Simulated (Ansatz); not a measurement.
Single-point calculation of WSe$_{2}$

- system: WSe$_{2}$ (slab, 6 atoms in the cell)
- method: DFT, PBEsol, dispersion d3bj, plane waves, PAW, PAW set soft_1, no spin polarisation (Ansatz 0.2.0)

The structure derives from an entry of the Crystallography Open Database. Figures and captions count atoms from 1; the log counts them from 0 in places.

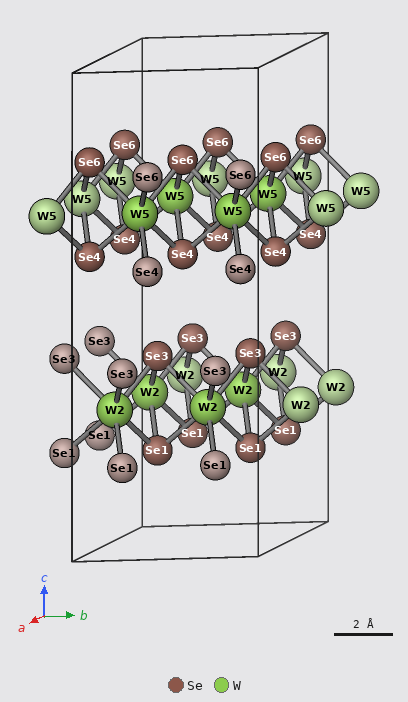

*The structure (ball-and-stick view of the 2 × 2 repeat of the cell, with the vacuum cut short, seen slightly off an axis; neighbours outside the cell are drawn fainter; atoms are numbered from 1 in the order of the input).*

Near neighbours in the crystal (not all of them lie inside the picture): Se has 3 W at 2.54 Å; W has 6 Se at 2.54 Å.

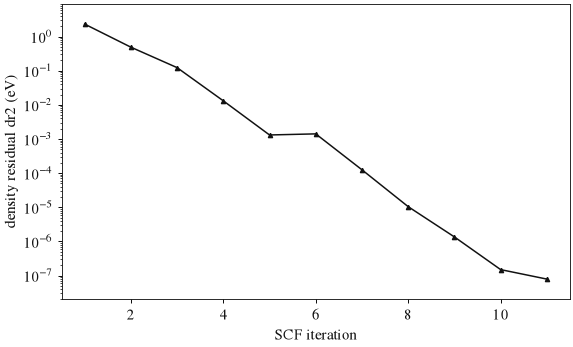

*Convergence of the self-consistent field: density residual dr2 against the SCF iteration.*

The residual falls almost steadily, with no more than small rises.

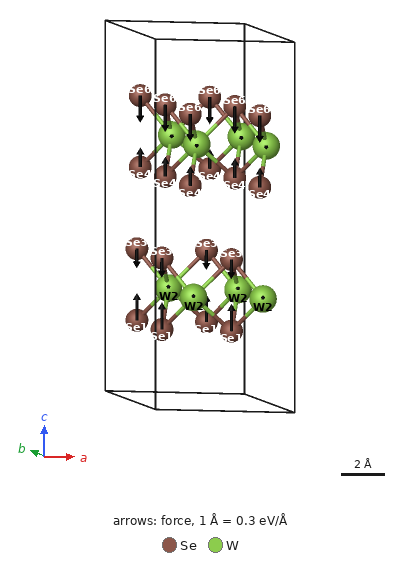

*Forces on the atoms as black arrows (ball-and-stick view of the 2 × 2 repeat of the cell, with the vacuum cut short, seen slightly off an axis; atoms are numbered from 1 in the order of the input).*

The largest act on Se1, Se6 (0.39 eV/Å); Se3, Se4 (0.28 eV/Å). The geometry is not a stationary point of this energy.

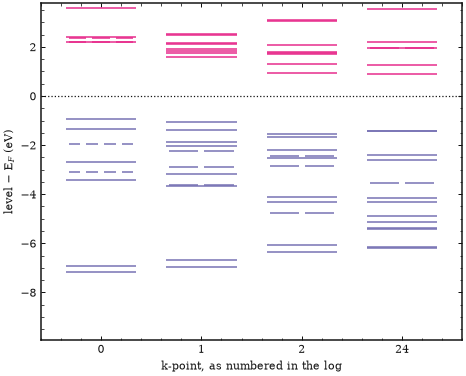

*Kohn–Sham levels near the Fermi level (dotted) at the few k-points that the log prints; levels within 0.02 eV of each other stand side by side.*

Among these points the highest filled and lowest empty levels are 1.84 eV apart; the gap on the full mesh, 1.54 eV, has an edge at a point that isn't printed.

These pictures come from the run below.

### Input
```yaml
crystal:
  lattice:
    - [3.2854929596, 0.0, 0.0]
    - [-1.6427464798, 2.8453203669, 0.0]
    - [0.0, 0.0, 24.2386467078]
  atoms:
    - { symbol: Se, position: [0.3333333333, 0.6666666667, 0.1856539292] }
    - { symbol: W, position: [0.6666666667, 0.3333333333, 0.2551570536] }
    - { symbol: Se, position: [0.3333333333, 0.6666666667, 0.324660178] }
    - { symbol: Se, position: [0.5, 1.0, 0.4777215285] }
    - { symbol: W, position: [0.8333333333, 0.6666666667, 0.5472246529] }
    - { symbol: Se, position: [0.5, 1.0, 0.6167277773] }
kpoints:
  mp_grid: { grid: [9, 9, 1] }
hamiltonian:
  xc: pbesol
  pseudopotentials: { kind: paw, azcp: { folder: soft_1 } }
  dispersion: d3bj
scf:
  occupations: { method: gaussian, width: 0.05 }
output:
  forces: true
  eigenvalues: true
efield:
  axis: 3
  dipole_correction: true
  ramp_width: 0.04
accuracy: high
```

Launch command:
```bash
ansatz run input.yaml --threads 1 --pin off --max-ram 3072MiB --backend cpu --events-out ev --progress --plain --runs-dir out
```

### What the program printed
```
Warning: [file] the record states the generating functional pbe (its physics header spells it `PBE`), which answers neither for hamiltonian.xc's functional nor for the pbesol family's — results may be inconsistent (PPs are generated against a specific XC)
Warning: [file] the record states the generating functional pbe (its physics header spells it `PBE`), which answers neither for hamiltonian.xc's functional nor for the pbesol family's — results may be inconsistent (PPs are generated against a specific XC)
Engine: ansatz 0.2.0, x86_64-unknown-linux-gnu
Pseudopotentials: kind: paw
Pseudopotential: Se, paw, valence charge 16, recommended cutoff 420 eV (normal), [file]
Pseudopotential: W, paw, valence charge 14, recommended cutoff 420 eV (normal), [file]
Functional definition: PBEsol
  exchange = pbesol_x
  correlation = pbesol_c
Crystal: 6 atoms, lattice volume = 226.590 Å³
Basis set: ecut = 420 eV, 4497 PW (Γ), exchange–correlation on 50×50×384 points (8 copies of the dense FFT grid, shifted against one another)
Bands: 56, of which v1, the nominal top of the filled ones, is band 46 counted from 1 (45 counted from 0)
Symmetry: 2 space group operations
Space group: Cm (ITA 8), of the structure as read, at distance tolerance 6.1e-5 Å
k-points: 25 of 81 (time reversal used)
Non-local potential: Se, projectors of the file, l = 0: 2, l = 1: 2, l = 2: 3, l = 3: 1
Non-local potential: W, projectors of the file, l = 0: 3, l = 1: 2, l = 2: 2, l = 3: 1
PAW form: soft (Blöchl's): semilocal exchange-correlation on the pseudo side does not see the compensation charge
PAW frozen core: Se, regenerated for the run's functional, and the local potential with it (the file was generated under x = pbe(κ = 0.804, μ = 0.2195149727645171), c = pbe(β = 0.06672455060314922))
PAW frozen core: W, regenerated for the run's functional, and the local potential with it (the file was generated under x = pbe(κ = 0.804, μ = 0.2195149727645171), c = pbe(β = 0.06672455060314922))
PAW one-centre angular grid: Se, 590 points (default); XC on 64 Gauss nodes
PAW one-centre angular grid: W, 590 points (default); XC on 64 Gauss nodes
Initial density: superposition of atomic densities (neutral atoms: chi_scale 0, normalization atom)
Initial wavefunctions: pseudopotential atomic-orbital guess
Functional: x = pbesol(κ = 0.804, μ = 0.12345679012345678), c = pbesol(β = 0.046)
iter 1 solved again at ethr=2.48e-3 eV; its pass at ethr=3.10e-3 eV (dr2=2.28e0 eV) is discarded
SCF iter   1: F=—  HF=-42218.245431 eV  |F-HF|=—  |Δ(HF+E_count)|=         —  Δρ=2.50e-2  dr2=2.32e0  ethr=2.48e-3  p=-0.000 e·Å  D=-1.14e-6 V/Å  ΔV_dip=0.00 eV  dr2_dipole=1.67e-7  V_vac-E_F(+/−)=5.78/5.78 eV  ⟨swp⟩=1.0  Hψ=7468  notcnv=0
efield: sawtooth ramp at fractional position 0.8812 (placed from the atoms, in the widest stretch of the axis that holds none; the zero of the levels goes with the place), width 0.0400; the density the first Hamiltonian is built on has a dipole p = -0.000 e·Å; the dipole correction subtracts the counter field D = -1.14e-6 V/Å, which shifts the + side's vacuum level by +0.00 eV against the − side's; the planar-averaged density in the ramp window peaks in size at 1.4e-5 e/Å³
preconditioner: auto → Resta (q_TF=auto, 2.348 Å⁻¹)  ε∞=3.7  [insulator: Δε(μ)=1.571 eV  Ē_g=9.039 eV  σ=0.050 eV  W_gap=1.00  n_scr=60 (ndim 8)  ℏωp=14.8 eV  f_vac=0.448  D(μ)=0.00/eV (n_scr^D=0)  ε∞_Penn≈3.7  vacuum switching on, ρ_ref=5.9e-3 e/Å³]
SCF iter   2: F=—  HF=-42217.706607 eV  |F-HF|=—  |Δ(HF+E_count)|=   5.39e-1  Δρ=1.36e-2  dr2=4.89e-1  ethr=2.48e-3  p=-0.000 e·Å  D=-8.34e-5 V/Å  ΔV_dip=0.00 eV  dr2_dipole=3.43e-8  V_vac-E_F(+/−)=5.06/5.06 eV  ⟨swp⟩=2.7  Hψ=2454  notcnv=0  defer=14
SCF iter   3: F=—  HF=-42217.571926 eV  |F-HF|=—  |Δ(HF+E_count)|=   1.35e-1  Δρ=3.95e-3  dr2=1.23e-1  ethr=5.31e-4  p=-0.000 e·Å  D=-1.51e-4 V/Å  ΔV_dip=0.00 eV  dr2_dipole=1.52e-7  V_vac-E_F(+/−)=4.69/4.69 eV  ⟨swp⟩=3.0  Hψ=2372  notcnv=0  defer=24
SCF iter   4: F=—  HF=-42217.556709 eV  |F-HF|=—  |Δ(HF+E_count)|=   1.52e-2  Δρ=1.74e-3  dr2=1.31e-2  ethr=1.34e-4  p=-0.000 e·Å  D=-2.13e-4 V/Å  ΔV_dip=0.01 eV  dr2_dipole=1.24e-8  V_vac-E_F(+/−)=4.46/4.46 eV  ⟨swp⟩=2.2  Hψ=1950  notcnv=0  defer=56
SCF iter   5: F=—  HF=-42217.557038 eV  |F-HF|=—  |Δ(HF+E_count)|=   3.29e-4  Δρ=4.80e-4  dr2=1.31e-3  ethr=1.42e-5  p=-0.000 e·Å  D=-2.02e-4 V/Å  ΔV_dip=0.00 eV  dr2_dipole=4.74e-8  V_vac-E_F(+/−)=4.43/4.42 eV  ⟨swp⟩=2.0  Hψ=1925  notcnv=0  defer=70
SCF iter   6: F=—  HF=-42217.557619 eV  |F-HF|=—  |Δ(HF+E_count)|=   5.81e-4  Δρ=2.90e-4  dr2=1.41e-3  ethr=1.43e-6  p=-0.000 e·Å  D=-2.60e-4 V/Å  ΔV_dip=0.01 eV  dr2_dipole=1.01e-7  V_vac-E_F(+/−)=4.37/4.37 eV  ⟨swp⟩=2.4  Hψ=2442  notcnv=0  defer=70
SCF iter   7: F=—  HF=-42217.557665 eV  |F-HF|=—  |Δ(HF+E_count)|=   4.66e-5  Δρ=1.19e-4  dr2=1.25e-4  ethr=1.43e-6  p=-0.000 e·Å  D=-2.25e-4 V/Å  ΔV_dip=0.01 eV  dr2_dipole=8.49e-9  V_vac-E_F(+/−)=4.36/4.36 eV  ⟨swp⟩=2.0  Hψ=1542  notcnv=0  defer=70
SCF iter   8: F=—  HF=-42217.557677 eV  |F-HF|=—  |Δ(HF+E_count)|=   1.15e-5  Δρ=5.25e-5  dr2=1.04e-5  ethr=1.36e-7  p=-0.000 e·Å  D=-2.35e-4 V/Å  ΔV_dip=0.01 eV  dr2_dipole=7.46e-11  V_vac-E_F(+/−)=4.35/4.35 eV  ⟨swp⟩=2.9  Hψ=2538  notcnv=0  defer=70
SCF iter   9: F=—  HF=-42217.557598 eV  |F-HF|=—  |Δ(HF+E_count)|=   7.86e-5  Δρ=1.30e-5  dr2=1.35e-6  ethr=1.13e-8  p=-0.000 e·Å  D=-2.25e-4 V/Å  ΔV_dip=0.01 eV  dr2_dipole=5.04e-9  V_vac-E_F(+/−)=4.35/4.34 eV  ⟨swp⟩=2.2  Hψ=1933  notcnv=0  defer=70
SCF iter  10: F=—  HF=-42217.557598 eV  |F-HF|=—  |Δ(HF+E_count)|=   2.83e-7  Δρ=4.47e-6  dr2=1.49e-7  ethr=1.46e-9  p=-0.000 e·Å  D=-2.47e-4 V/Å  ΔV_dip=0.01 eV  dr2_dipole=2.76e-8  V_vac-E_F(+/−)=4.34/4.34 eV  ⟨swp⟩=2.2  Hψ=2315  notcnv=0  defer=70
SCF iter  11: F=-42217.557598 eV  HF=-42217.557598 eV  |F-HF|=8.08e-8  |Δ(HF+E_count)|=   2.12e-8  Δρ=2.84e-6  dr2=7.86e-8  ethr=1.09e-10  p=-0.000 e·Å  D=-2.14e-4 V/Å  ΔV_dip=0.01 eV  dr2_dipole=3.09e-8  V_vac-E_F(+/−)=4.34/4.34 eV  ⟨swp⟩=12.8  Hψ=6574  notcnv=0
SCF 1 converged in 11 iterations: F = -42217.557598 eV  dr2 = 7.86e-8
  greatest PAW one-centre occupation: 1.000 electrons in one spin orbital (limit 2), on the Se atom at site 2 (counted from 0), in its partial waves of l = 2
SCF converged after 11 iterations
Free energy (F): -42217.557598 eV
Harris-Foulkes:  -42217.557598 eV  (|F-HF|=8.08e-8)
Internal energy: -42217.557598 eV  (E = F + TS)
E sigma→0 (E₀):  -42217.557598 eV
Fermi energy:    4.923502 eV
Dipole field:    D = -0.000437 V/Å  (p = -0.000547 e·Å, saw-weighted, corrected)
Work function:   Φ+ = 4.3467 eV   Φ− = 4.3361 eV
Levels:          The Fermi level and band energies are counted from a zero that moves with the ramp; work functions are not
--- Per-component energies (eV) ---
  E_band       = -2464.955294
  E_kinetic    = 1287.893724
  E_local      = -81203.768906  (includes V_loc(G=0)·N_el)
  E_nonlocal   = -1455.658406
  E_hartree    = 40407.969573
  E_xc         = -870.628494
  E_vxc        = -824.341412  (∫ρ·V_xc dr)
  E_paw        = -25247.331006  (= ΣΔE_a)
  E_vpaw       = -1085.004212  (= ΣTr[D̂ρ^β])
  E_aug_tail   = -0.001226  (compensation charges beyond the density's cutoff)
  E_efield     = 0.000000  (sawtooth field / dipole correction)
  E_vefield    = 0.000000  (∫n·V_field dr)
  E_ewald      = 24861.532091
  E_disp       = -2.042471  (pairwise vdW)
  E_core_change = 4.477523  (= ΣΔE_core)
  E_smearing   = -0.000000  (= −TS)
  E_closure    = -0.000000  (closes the sum)
  Σ components = -42217.557598   (vs F -42217.557598, Δ=0.00e0)
--- Forces (eV/Å), atoms counted from 1 ---
  atom   1  Se     0.00000000     0.00091185     0.38501136
  atom   2  W      0.00000000    -0.00658834     0.05068662
  atom   3  Se     0.00000000    -0.02127798    -0.27456169
  atom   4  Se     0.00000000     0.01934163     0.27573586
  atom   5  W      0.00000000     0.00750849    -0.05237017
  atom   6  Se     0.00000000     0.00010361    -0.38440111
  max |Σ_I F_I| component: 1.01e-4 eV/Å
--- Band table (eV; the first three rows and the last of 25) ---
  k-point 0: bands = ["-69.8131", "-69.8082", "-43.4161", "-43.4159", "-43.4127", "-43.4126", "-43.4109", "-43.4107", "-43.4075", "-43.4075", "-43.3863", "-43.3860", "-43.3809", "-43.3808", "-43.3806", "-43.3805", "-43.3754", "-43.3753", "-43.3738", "-43.3685", "-43.3673", "-43.3621", "-34.0679", "-34.0629", "-33.9228", "-33.9224", "-33.9178", "-33.9176", "-10.6988", "-10.6559", "-9.4709", "-9.3971", "-2.2639", "-1.9943", "1.5016", "1.8416", "1.8421", "1.8470", "1.8473", "2.2392", "2.9742", "2.9748", "2.9804", "2.9811", "3.5600", "3.9882", "7.1197", "7.1268", "7.1354", "7.1413", "7.2802", "7.2874", "7.2978", "7.3071", "8.5070", "8.7584"]
  k-point 1: bands = ["-69.8119", "-69.8070", "-43.4159", "-43.4156", "-43.4127", "-43.4121", "-43.4109", "-43.4102", "-43.4075", "-43.4069", "-43.3864", "-43.3861", "-43.3810", "-43.3810", "-43.3808", "-43.3807", "-43.3757", "-43.3754", "-43.3736", "-43.3683", "-43.3670", "-43.3618", "-34.0622", "-34.0572", "-33.9510", "-33.9458", "-33.9289", "-33.9244", "-10.5128", "-10.4700", "-9.3741", "-9.3034", "-2.0256", "-1.7551", "1.2465", "1.2965", "1.3058", "1.7447", "2.0215", "2.0282", "2.6696", "2.6789", "2.8723", "3.0653", "3.5457", "3.8693", "6.5275", "6.6849", "6.7540", "6.8525", "7.0414", "7.0801", "7.4205", "7.4495", "8.9883", "9.1943"]
  k-point 2: bands = ["-69.8088", "-69.8039", "-43.4159", "-43.4142", "-43.4127", "-43.4109", "-43.4108", "-43.4088", "-43.4075", "-43.4056", "-43.3869", "-43.3863", "-43.3815", "-43.3813", "-43.3812", "-43.3809", "-43.3762", "-43.3756", "-43.3729", "-43.3676", "-43.3664", "-43.3612", "-34.0477", "-34.0427", "-34.0218", "-34.0166", "-33.9455", "-33.9409", "-9.9988", "-9.9570", "-9.1082", "-9.0469", "-1.4195", "-1.1589", "0.1459", "0.1659", "0.5948", "0.8231", "2.0571", "2.0696", "2.4103", "2.4808", "2.4924", "2.7172", "3.2514", "3.3616", "5.8792", "6.2252", "6.6227", "6.6665", "6.7240", "6.9820", "7.9614", "8.0156", "9.6520", "9.8530"]
  k-point 24: bands = ["-69.8038", "-69.7989", "-43.4154", "-43.4126", "-43.4118", "-43.4100", "-43.4094", "-43.4077", "-43.4066", "-43.4042", "-43.3874", "-43.3870", "-43.3823", "-43.3820", "-43.3816", "-43.3813", "-43.3767", "-43.3761", "-43.3719", "-43.3666", "-43.3653", "-43.3601", "-34.1054", "-34.1008", "-34.0239", "-34.0189", "-34.0034", "-33.9983", "-8.9691", "-8.9294", "-8.5838", "-8.5375", "-1.2577", "-1.2182", "-0.4857", "-0.4478", "-0.2079", "0.0176", "0.5900", "0.7499", "1.3674", "1.3862", "2.3085", "2.5370", "3.4842", "3.5063", "5.8311", "6.1783", "6.8639", "6.8762", "6.8947", "7.1328", "8.4823", "8.7315", "10.5500", "10.8485"]
```

### Summary

| quantity | value |
| --- | --- |
| outcome | converged |
| electrons treated | 92 |
| free energy | −42217.5576 eV |
| Fermi energy | 4.924 eV |
| gap on the k-point mesh | 1.54 eV |
| largest force (length of the vector) | 0.385 eV/Å |
| hardware | 1 thread of AMD EPYC (Zen 3), 32 GiB of memory available, shared host |
| wall time | 39 s |
| peak memory | 0.61 GiB |

### Notes

Settings chosen away from the usual ones: hamiltonian.xc set to pbesol (from pbe); accuracy set to high; basis.ecutwfc removed. The program warns: the PAW datasets were made with another functional. Spin–orbit coupling is left out, which matters for W.
